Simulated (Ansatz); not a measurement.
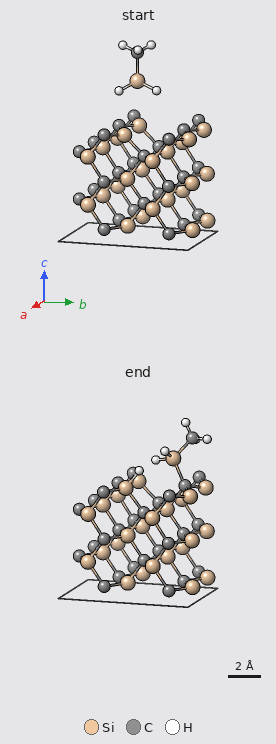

The structure of a slab of composition Si7H2C7 (cut from the F-43m phase) before (top) and after (bottom) a constrained relaxation, at one scale.

The picture is a ball-and-stick view of the cell of the calculation, outlined in the plane, without the vacuum (origin shifted), seen slightly off an axis.

Case: 1 MeSiH3 a cell, upright, over a bridge Si-C site. The slab is the (1 1 0) face of SiC with MeSiH3 on it. 16 atoms are held fixed.

Theory: Ansatz 0.2.0, DFT PBE+D3(BJ), scalar-relativistic, plane waves, PAW. Set-up: plane-wave cutoff 420 eV; k-point mesh 3 × 2 × 1; occupations gaussian; smearing width 0.05 eV; no spin polarisation; dipole correction; atoms relaxed in a fixed cell; force threshold 0.04 eV/Å; at most 100 steps.

What changed between the two?

Answer. Over 60 accepted moves (63 points after the start) the energy falls by 2.694 eV per cell of the calculation. The largest force component goes from 1.1 to 0.015 eV/Å. The line search rejected the trial steps at points 6, 56 of the run. 1 step only repeated the SCF at the same geometry. The forces were under the threshold at step 7, but the run went on from there. An H atom moves most: 4.88 Å at 65° to the normal (−c side). By element the largest moves are H 4.88 Å, C 3.97 Å, Si 2.91 Å. The cell doesn't change. Near-neighbour distances that change, for instance: C–Si 4.526 → 1.897 Å, Si–Si 5.279 → 2.998 Å, H–Si 3.048 → 1.493 Å, H–Si 1.470 → 2.571 Å. New bonds form, among them: C–Si (4.53 → 1.90 Å), H–Si (3.05 → 1.49 Å). Bonds break, among them: H–Si (1.47 → 2.57 Å). Bond angles that change, for instance: Si–C–Si 99.5° → 109.9°, Si–C–Si 98.4° → 107.0°, Si–C–Si 99.5° → 108.1°.

Limits of the set-up: the periodic images lie only 6.1 Å apart, so the values are limited by the cell's size.
